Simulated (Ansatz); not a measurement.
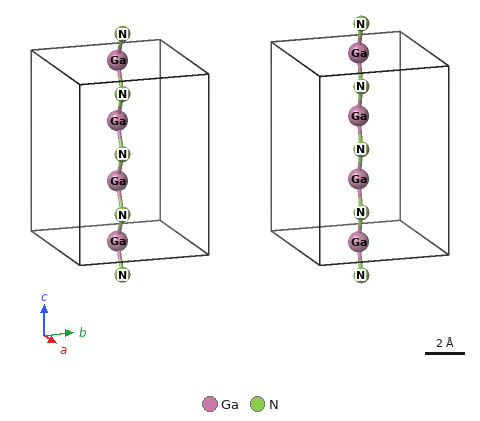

Two geometries of a wire of composition GaN, drawn at one scale. One is the start of a relaxation, the other its converged end. A ball-and-stick model of the 3 repeat of the cell, with the vacuum cut short, seen slightly off an axis.

Level of theory: DFT PBE, scalar-relativistic, plane waves, PAW (Ansatz). (plane-wave cutoff 420 eV; k-point mesh 1 × 1 × 20; occupations gaussian; smearing width 0.05 eV; collinear spin; cell relaxed at fixed a, b, alpha, beta, gamma; force threshold 0.01 eV/Å; at most 45 steps)

> Which one is relaxed?

The right one is the relaxed one. Case: zigzag chain of atoms. The energy falls by 0.248 eV per cell of the calculation in 5 accepted moves (6 points after the start). Largest force component: 1.5 eV/Å at the start, 0.00092 eV/Å at the end. The SCF was repeated once at an unchanged geometry on a basis and grid sized afresh for the cell, which shifted the energy by 3.4 meV per cell of the calculation at most. The largest moves relative to the layer's centre, 0.17 Å, are those of Ga and N atoms. Largest moves by element: Ga 0.17 Å, N 0.17 Å. Along the periodic axis the drawn cell goes c 9.572 → 10.004 Å (+4.5 %). Near-neighbour distances that change, for instance: Ga–N 1.784 → 1.729 Å. Among the angles between lasting bonds that change: N–Ga–N 126.9° → 149.3°, Ga–N–Ga 126.9° → 149.3°. The program noted that the starting moments weren't kept. Cost: 3.8 min on 2 threads of Intel(R) Xeon(R) Processor @ 2.50GHz (Skylake/Cascade Lake) (shared host), peak memory 0.55 GiB.
